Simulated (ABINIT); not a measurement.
**Geometry relaxation of Au (part 2 of 2)**

Au (Fm-3m, 1 atom in the cell); Kohn-Sham DFT of a periodic cell, PBEsol, PseudoDojo NC SR PBEsol v0.4.1 standard, no spin polarisation (ABINIT 10.8.3); cutoff 1034.03 eV, 8×8×8 k-mesh, fermi-dirac of 0.05 eV. The structure derives from an entry of the Crystallography Open Database.

Geometry of the input (Å; fractional positions):
```
0.0000  2.0350  2.0350
2.0350  0.0000  2.0350
2.0350  2.0350  0.0000
Au 0.0000  0.0000  0.0000
```

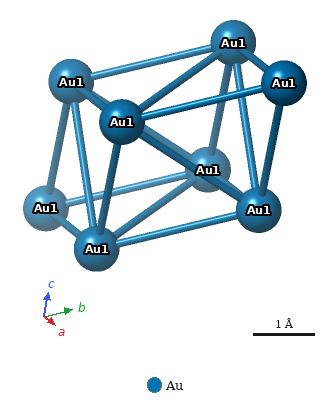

Fig. 1: The geometry at step 2 of the log (ball-and-stick view of the cell of the calculation, seen slightly off an axis; atoms are numbered from 1 in the order of the input).

What the program printed, continued:
```
 ------------------------------------------------
 Atom  Sphere_radius  Integrated_density
    1        2.00000         15.55649988

---OUTPUT-----------------------------------------------------------------------

 Cartesian coordinates (xcart) [bohr]
  0.00000000000000E+00  0.00000000000000E+00  0.00000000000000E+00
 Reduced coordinates (xred)
  0.00000000000000E+00  0.00000000000000E+00  0.00000000000000E+00
 Cartesian forces (fcart) [Ha/bohr]; max,rms= 0.00000E+00 0.00000E+00 (free atoms)
 -0.00000000000000E+00 -0.00000000000000E+00 -0.00000000000000E+00
 Gradient of E wrt nuclear positions in reduced coordinates (gred)
  0.00000000000000E+00  0.00000000000000E+00  0.00000000000000E+00
 Scale of Primitive Cell (acell) [bohr]
  5.45128840668398E+00  5.45128840668398E+00  5.45128840668398E+00
 Real space primitive translations (rprimd) [bohr]
  0.00000000000000E+00  3.85464299856985E+00  3.85464299856985E+00
  3.85464299856985E+00  0.00000000000000E+00  3.85464299856985E+00
  3.85464299856985E+00  3.85464299856985E+00  0.00000000000000E+00
 Unitary Cell Volume (ucvol) [Bohr^3]=  1.14546673254757E+02
 Angles (23,13,12)= [degrees]
  6.00000000000000E+01  6.00000000000000E+01  6.00000000000000E+01
 Lengths [Bohr]
  5.45128840668398E+00  5.45128840668398E+00  5.45128840668398E+00
 Stress tensor in cartesian coordinates (strten) [Ha/bohr^3]
 -3.43845117659475E-05  0.00000000000000E+00  0.00000000000000E+00
  0.00000000000000E+00 -3.43845117659614E-05  0.00000000000000E+00
  0.00000000000000E+00  0.00000000000000E+00 -3.43845117659614E-05
 Total energy (etotal) [Ha]= -1.47420873626324E+02

 Difference of energy with previous step (new-old):
           Absolute (Ha)=-4.52685E-05
           Relative     =-3.07070E-07

--- Iteration: ( 3/50) Internal Cycle: (1/1)
--------------------------------------------------------------------------------

---SELF-CONSISTENT-FIELD CONVERGENCE--------------------------------------------

--- !BeginCycle
iteration_state: {dtset: 1, itime: 3, icycle: 1, }
solver: {iscf: 7, nstep: 80, nline: 4, wfoptalg: 0, }
tolerances: {tolvrs: 1.00E-12, }
...

     iter   Etot(hartree)      deltaE(h)  residm     vres2
 ETOT  1  -147.42009701622    -1.474E+02 3.771E-05 5.262E+00
 ETOT  2  -147.42037798372    -2.810E-04 4.405E-05 3.020E+00
 ETOT  3  -147.42088370527    -5.057E-04 1.024E-04 7.859E-03
 ETOT  4  -147.42088480332    -1.098E-06 2.144E-05 9.295E-05
 ETOT  5  -147.42088481220    -8.884E-09 4.541E-05 4.358E-07
 ETOT  6  -147.42088481225    -4.383E-11 1.299E-05 8.727E-10
 ETOT  7  -147.42088481225    -5.002E-12 2.794E-05 2.325E-12
 ETOT  8  -147.42088481225     2.842E-12 7.871E-06 3.252E-15

 At SCF step    8       vres2   =  3.25E-15 < tolvrs=  1.00E-12 =>converged.

 Cartesian components of stress tensor (hartree/bohr^3)
  sigma(1 1)= -8.98658639E-07  sigma(3 2)=  0.00000000E+00
  sigma(2 2)= -8.98658639E-07  sigma(3 1)=  0.00000000E+00
  sigma(3 3)= -8.98658639E-07  sigma(2 1)=  0.00000000E+00

--- !ResultsGS
iteration_state: {dtset: 1, itime: 3, icycle: 1, }
comment   : Summary of ground state results
lattice_vectors:
- [  0.0000000,   3.8617949,   3.8617949, ]
- [  3.8617949,   0.0000000,   3.8617949, ]
- [  3.8617949,   3.8617949,   0.0000000, ]
lattice_lengths: [   5.46140,    5.46140,    5.46140, ]
lattice_angles: [ 60.000,  60.000,  60.000, ] # degrees, (23, 13, 12)
lattice_volume:   1.1518544E+02
convergence: {deltae:  2.842E-12, res2:  3.252E-15, residm:  7.871E-06, diffor: null, }
etotal    :  -1.47420885E+02
entropy   :   0.00000000E+00
fermie    :   4.70209420E-01
cartesian_stress_tensor: # hartree/bohr^3
- [ -8.98658639E-07,   0.00000000E+00,   0.00000000E+00, ]
- [  0.00000000E+00,  -8.98658639E-07,   0.00000000E+00, ]
- [  0.00000000E+00,   0.00000000E+00,  -8.98658639E-07, ]
pressure_GPa:   2.6439E-02
xred      :
- [  0.0000E+00,   0.0000E+00,   0.0000E+00, Au]
cartesian_forces: # hartree/bohr
- [ -0.00000000E+00,  -0.00000000E+00,  -0.00000000E+00, ]
force_length_stats: {min:   0.00000000E+00, max:   0.00000000E+00, mean:   0.00000000E+00, }
...

 Integrated electronic density in atomic spheres:
 ------------------------------------------------
 Atom  Sphere_radius  Integrated_density
    1        2.00000         15.57198111

---OUTPUT-----------------------------------------------------------------------

 Cartesian coordinates (xcart) [bohr]
  0.00000000000000E+00  0.00000000000000E+00  0.00000000000000E+00
 Reduced coordinates (xred)
  0.00000000000000E+00  0.00000000000000E+00  0.00000000000000E+00
 Cartesian forces (fcart) [Ha/bohr]; max,rms= 0.00000E+00 0.00000E+00 (free atoms)
 -0.00000000000000E+00 -0.00000000000000E+00 -0.00000000000000E+00
 Gradient of E wrt nuclear positions in reduced coordinates (gred)
  0.00000000000000E+00  0.00000000000000E+00  0.00000000000000E+00
 Scale of Primitive Cell (acell) [bohr]
  5.46140267395447E+00  5.46140267395447E+00  5.46140267395447E+00
 Real space primitive translations (rprimd) [bohr]
  0.00000000000000E+00  3.86179486554355E+00  3.86179486554355E+00
  3.86179486554355E+00  0.00000000000000E+00  3.86179486554355E+00
  3.86179486554355E+00  3.86179486554355E+00  0.00000000000000E+00
 Unitary Cell Volume (ucvol) [Bohr^3]=  1.15185443294401E+02
 Angles (23,13,12)= [degrees]
  6.00000000000000E+01  6.00000000000000E+01  6.00000000000000E+01
 Lengths [Bohr]
  5.46140267395447E+00  5.46140267395447E+00  5.46140267395447E+00
 Stress tensor in cartesian coordinates (strten) [Ha/bohr^3]
 -8.98658638788519E-07  0.00000000000000E+00  0.00000000000000E+00
  0.00000000000000E+00 -8.98658638753824E-07  0.00000000000000E+00
  0.00000000000000E+00  0.00000000000000E+00 -8.98658638809335E-07
 Total energy (etotal) [Ha]= -1.47420884812249E+02

 Difference of energy with previous step (new-old):
           Absolute (Ha)=-1.11859E-05
           Relative     =-7.58775E-08

--- Iteration: ( 4/50) Internal Cycle: (1/1)
--------------------------------------------------------------------------------

---SELF-CONSISTENT-FIELD CONVERGENCE--------------------------------------------

--- !BeginCycle
iteration_state: {dtset: 1, itime: 4, icycle: 1, }
solver: {iscf: 7, nstep: 80, nline: 4, wfoptalg: 0, }
tolerances: {tolvrs: 1.00E-12, }
...

     iter   Etot(hartree)      deltaE(h)  residm     vres2
 ETOT  1  -147.42088425197    -1.474E+02 4.732E-06 3.799E-03
 ETOT  2  -147.42088445510    -2.031E-07 2.847E-06 2.170E-03
 ETOT  3  -147.42088481884    -3.637E-07 6.196E-06 6.273E-06
 ETOT  4  -147.42088481972    -8.760E-10 1.644E-06 6.589E-08
 ETOT  5  -147.42088481972    -5.173E-12 3.625E-06 3.589E-10
 ETOT  6  -147.42088481972     8.527E-13 9.589E-07 9.715E-13

 At SCF step    6       vres2   =  9.72E-13 < tolvrs=  1.00E-12 =>converged.

 Cartesian components of stress tensor (hartree/bohr^3)
  sigma(1 1)= -1.11160401E-08  sigma(3 2)=  0.00000000E+00
  sigma(2 2)= -1.11160401E-08  sigma(3 1)=  0.00000000E+00
  sigma(3 3)= -1.11160402E-08  sigma(2 1)=  0.00000000E+00

--- !ResultsGS
iteration_state: {dtset: 1, itime: 4, icycle: 1, }
comment   : Summary of ground state results
lattice_vectors:
- [  0.0000000,   3.8619879,   3.8619879, ]
- [  3.8619879,   0.0000000,   3.8619879, ]
- [  3.8619879,   3.8619879,   0.0000000, ]
lattice_lengths: [   5.46168,    5.46168,    5.46168, ]
lattice_angles: [ 60.000,  60.000,  60.000, ] # degrees, (23, 13, 12)
lattice_volume:   1.1520272E+02
convergence: {deltae:  8.527E-13, res2:  9.715E-13, residm:  9.589E-07, diffor: null, }
etotal    :  -1.47420885E+02
entropy   :   0.00000000E+00
fermie    :   4.70093912E-01
cartesian_stress_tensor: # hartree/bohr^3
- [ -1.11160401E-08,   0.00000000E+00,   0.00000000E+00, ]
- [  0.00000000E+00,  -1.11160401E-08,   0.00000000E+00, ]
- [  0.00000000E+00,   0.00000000E+00,  -1.11160402E-08, ]
pressure_GPa:   3.2705E-04
xred      :
- [  0.0000E+00,   0.0000E+00,   0.0000E+00, Au]
cartesian_forces: # hartree/bohr
- [ -0.00000000E+00,  -0.00000000E+00,  -0.00000000E+00, ]
force_length_stats: {min:   0.00000000E+00, max:   0.00000000E+00, mean:   0.00000000E+00, }
...

 Integrated electronic density in atomic spheres:
 ------------------------------------------------
 Atom  Sphere_radius  Integrated_density
    1        2.00000         15.57239804

---OUTPUT-----------------------------------------------------------------------

 Cartesian coordinates (xcart) [bohr]
  0.00000000000000E+00  0.00000000000000E+00  0.00000000000000E+00
 Reduced coordinates (xred)
  0.00000000000000E+00  0.00000000000000E+00  0.00000000000000E+00
 Cartesian forces (fcart) [Ha/bohr]; max,rms= 0.00000E+00 0.00000E+00 (free atoms)
 -0.00000000000000E+00 -0.00000000000000E+00 -0.00000000000000E+00
 Gradient of E wrt nuclear positions in reduced coordinates (gred)
  0.00000000000000E+00  0.00000000000000E+00  0.00000000000000E+00
 Scale of Primitive Cell (acell) [bohr]
  5.46167566470245E+00  5.46167566470245E+00  5.46167566470245E+00
 Real space primitive translations (rprimd) [bohr]
  0.00000000000000E+00  3.86198789915264E+00  3.86198789915264E+00
  3.86198789915264E+00  0.00000000000000E+00  3.86198789915264E+00
  3.86198789915264E+00  3.86198789915264E+00  0.00000000000000E+00
 Unitary Cell Volume (ucvol) [Bohr^3]=  1.15202716951369E+02
 Angles (23,13,12)= [degrees]
  6.00000000000000E+01  6.00000000000000E+01  6.00000000000000E+01
 Lengths [Bohr]
  5.46167566470245E+00  5.46167566470245E+00  5.46167566470245E+00
 Stress tensor in cartesian coordinates (strten) [Ha/bohr^3]
 -1.11160401369825E-08  0.00000000000000E+00  0.00000000000000E+00
  0.00000000000000E+00 -1.11160401369825E-08  0.00000000000000E+00
  0.00000000000000E+00  0.00000000000000E+00 -1.11160401716770E-08
 Total energy (etotal) [Ha]= -1.47420884819722E+02

 Difference of energy with previous step (new-old):
           Absolute (Ha)=-7.47258E-09
           Relative     =-5.06887E-11

 At Broyd/MD step   4, gradients are converged :
  max grad (force/stress) = 1.1116E-06 < tolmxf= 2.0000E-05 ha/bohr (free atoms)

================================================================================

 ----iterations are completed or convergence reached----

 Mean square residual over all n,k,spin=   23.618E-10; max=  95.888E-08
 reduced coordinates (array xred) for    1 atoms
       0.000000000000      0.000000000000      0.000000000000
 rms dE/dt=  0.0000E+00; max dE/dt=  0.0000E+00; dE/dt below (all hartree)
    1       0.000000000000      0.000000000000      0.000000000000

 cartesian coordinates (angstrom) at end:
    1      0.00000000000000     0.00000000000000     0.00000000000000

 cartesian forces (hartree/bohr) at end:
    1     -0.00000000000000    -0.00000000000000    -0.00000000000000
 frms,max,avg= 0.0000000E+00 0.0000000E+00   0.000E+00  0.000E+00  0.000E+00 h/b

 cartesian forces (eV/Angstrom) at end:
    1     -0.00000000000000    -0.00000000000000    -0.00000000000000
 frms,max,avg= 0.0000000E+00 0.0000000E+00   0.000E+00  0.000E+00  0.000E+00 e/A
 length scales=  5.461675664702  5.461675664702  5.461675664702 bohr
              =  2.890194293143  2.890194293143  2.890194293143 angstroms
 Fermi (or HOMO) energy (hartree) =   0.47009   Average Vxc (hartree)=  -0.50841
 Eigenvalues (hartree) for nkpt=  29  k points:
 kpt#   1, nband= 14, wtk=  0.00195, kpt=  0.0000  0.0000  0.0000 (reduced coord)
  -3.40996   -1.61672   -1.61672   -1.61672    0.10745    0.30063    0.30063    0.30063
   0.35690    0.35690    1.00215    1.14851    1.14851    1.14851
      occupation numbers for kpt#   1
   2.00000    2.00000    2.00000    2.00000    2.00000    2.00000    2.00000    2.00000
   2.00000    2.00000    0.00000    0.00000    0.00000    0.00000
 prteigrs : prtvol=0 or 1, do not print more k-points.

--- !EnergyTerms
iteration_state     : {dtset: 1, itime: 4, icycle: 1, }
comment             : Components of total free energy in Hartree
kinetic             :  4.25219082869749E+01
hartree             :  2.60401092995643E+01
xc                  : -2.51311175118374E+01
Ewald energy        : -1.07142697748887E+02
psp_core            :  5.31381961231170E+00
local_psp           : -9.14188981423348E+01
non_local_psp       :  2.39617313329107E+00
internal            : -1.47420703070917E+02
'-kT*entropy'       : -1.81748804594277E-04
total_energy        : -1.47420884819722E+02
total_energy_eV     : -4.01152663755373E+03
band_energy         : -1.30543433959031E+01
...

 Cartesian components of stress tensor (hartree/bohr^3)
  sigma(1 1)= -1.11160401E-08  sigma(3 2)=  0.00000000E+00
  sigma(2 2)= -1.11160401E-08  sigma(3 1)=  0.00000000E+00
  sigma(3 3)= -1.11160402E-08  sigma(2 1)=  0.00000000E+00

-Cartesian components of stress tensor (GPa)         [Pressure=  3.2705E-04 GPa]
- sigma(1 1)= -3.27045192E-04  sigma(3 2)=  0.00000000E+00
- sigma(2 2)= -3.27045192E-04  sigma(3 1)=  0.00000000E+00
- sigma(3 3)= -3.27045193E-04  sigma(2 1)=  0.00000000E+00

== END DATASET(S) ==============================================================
================================================================================

 -outvars: echo values of variables after computation  --------
            acell      5.4616756647E+00  5.4616756647E+00  5.4616756647E+00 Bohr
           etotal     -1.4742088482E+02
            fcart     -0.0000000000E+00 -0.0000000000E+00 -0.0000000000E+00
            rprim      0.0000000000E+00  7.0710678119E-01  7.0710678119E-01
                       7.0710678119E-01  0.0000000000E+00  7.0710678119E-01
                       7.0710678119E-01  7.0710678119E-01  0.0000000000E+00
           strten     -1.1116040137E-08 -1.1116040137E-08 -1.1116040172E-08
                       0.0000000000E+00  0.0000000000E+00  0.0000000000E+00
 Calculation completed.
```

Trajectory as extended XYZ (Å, eV, eV/Å), 4 frames, from step=0 to step=3:
```
1
Lattice="0.0000 2.0350 2.0350 2.0350 0.0000 2.0350 2.0350 2.0350 0.0000" Properties=species:S:1:pos:R:3:forces:R:3 step=0 energy=-4011.52510
Au    0.0000    0.0000    0.0000    0.0000   0.0000   0.0000
1
Lattice="0.0000 2.0398 2.0398 2.0398 0.0000 2.0398 2.0398 2.0398 0.0000" Properties=species:S:1:pos:R:3:forces:R:3 step=1 energy=-4011.52633
Au    0.0000    0.0000    0.0000    0.0000   0.0000   0.0000
1
Lattice="0.0000 2.0436 2.0436 2.0436 0.0000 2.0436 2.0436 2.0436 0.0000" Properties=species:S:1:pos:R:3:forces:R:3 step=2 energy=-4011.52664
Au    0.0000    0.0000    0.0000    0.0000   0.0000   0.0000
1
Lattice="0.0000 2.0437 2.0437 2.0437 0.0000 2.0437 2.0437 2.0437 0.0000" Properties=species:S:1:pos:R:3:forces:R:3 step=3 energy=-4011.52664
Au    0.0000    0.0000    0.0000    0.0000   0.0000   0.0000
```
